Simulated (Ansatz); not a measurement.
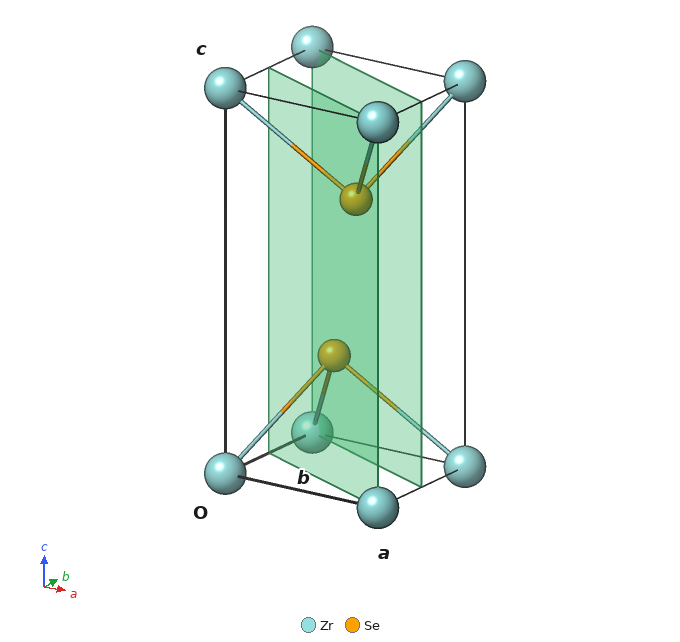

For ZrSe₂, coordinates from a relaxation with DFT PBE+D3(BJ), scalar-relativistic, plane waves, PAW (Ansatz 0.2.0): every member of one family of equally spaced planes, hx + ky + lz = a whole number, that cuts the unit cell is shaded (one member passes through the origin O, touching the cell only at an edge or corner). Symmetry computed with spglib at a tolerance of 0.002 Å; standard conventional cell.

a = 3.736 Å, b = 3.736 Å, c = 6.036 Å, α = 90.00°, β = 90.00°, γ = 120.00°.

Index the planes.

Answer. (1 2 0), in four indices (1 2 −3 0); the opposite sign names the same planes. The member next to the origin meets the axes a at 1, b at 1/2, c never.

What is the spacing?

Answer. d = 1.223 Å.

Which atoms of the cell lie in these planes (within 0.03 Å)?

Answer. The Zr atom.

The space group is P-3m1, No. 164. How many reflections hkl are equivalent to this one (itself included), and does it occur?

Answer. 12 reflections are equivalent in the Laue class -3m. The space group allows the reflection.
